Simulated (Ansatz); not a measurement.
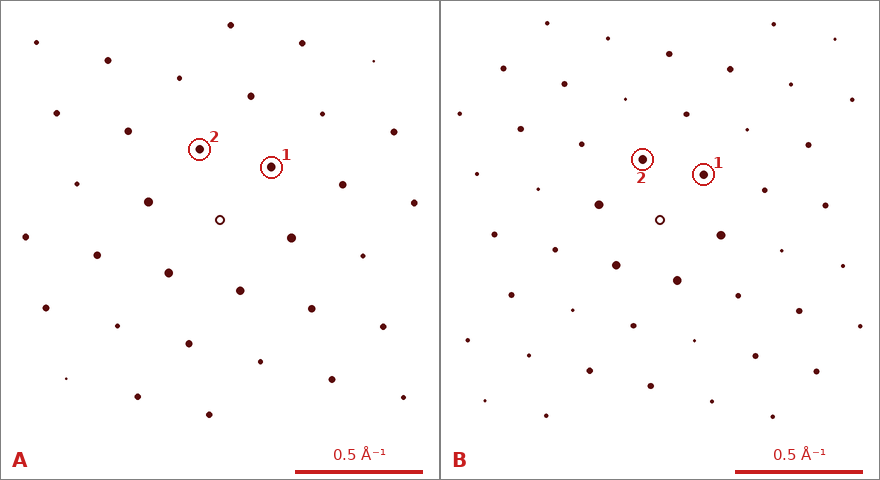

Kinematic electron diffraction patterns (200 kV, B = 0.5 Å², same scale) along [001] of the run's own cell, for the start and the end of one relaxation of S with DFT, PAW plane waves, r2scan (Ansatz 0.2.0). k mesh 7×7×6. The start is a generated model structure, and the relaxation ends in the nearest stationary point of its symmetry, not necessarily the ground state. Spot 1 is -1 0 0 and spot 2 is 0 -1 0 in both.

Start structure:

```
S
1.0
     3.96703    0.00000    0.00000
    -1.98351    3.43554    0.00000
     0.00000    0.00000    4.51134
S
3
Direct
  0.21800 0.00000 0.33330
  0.00000 0.21800 0.66663
  0.78200 0.78200 0.99997
```

Which pattern belongs to the start structure, and which to the relaxed one?

Answer. A is the start: its cell gives d(1) = 3.436 Å, d(2) = 3.436 Å and an angle of 60.0°. B is the relaxed structure, with d(1) = 4.028 Å (+17.2 %), d(2) = 4.028 Å (+17.2 %) and 60.0°.

Name reflections whose intensity changes strongly on relaxation.

Answer. 0 2 0 goes from 9.2 to 0.87 % of the strongest spot; 1 1 0 goes from 52 to 15 % of the strongest spot.

What did the relaxation do to the structure and the energy?

Answer. The volume changed by +33.8 % to 27.43 Å³ an atom; with the mean shift removed, the atoms moved by up to 0.17 Å relative to the cell (S most); the space group stayed P3_121 (No. 152); the free energy fell by 89 meV an atom. Relaxed cell: a = 4.651 Å, b = 4.651 Å, c = 4.393 Å, α = 90.00°, β = 90.00°, γ = 120.00°.
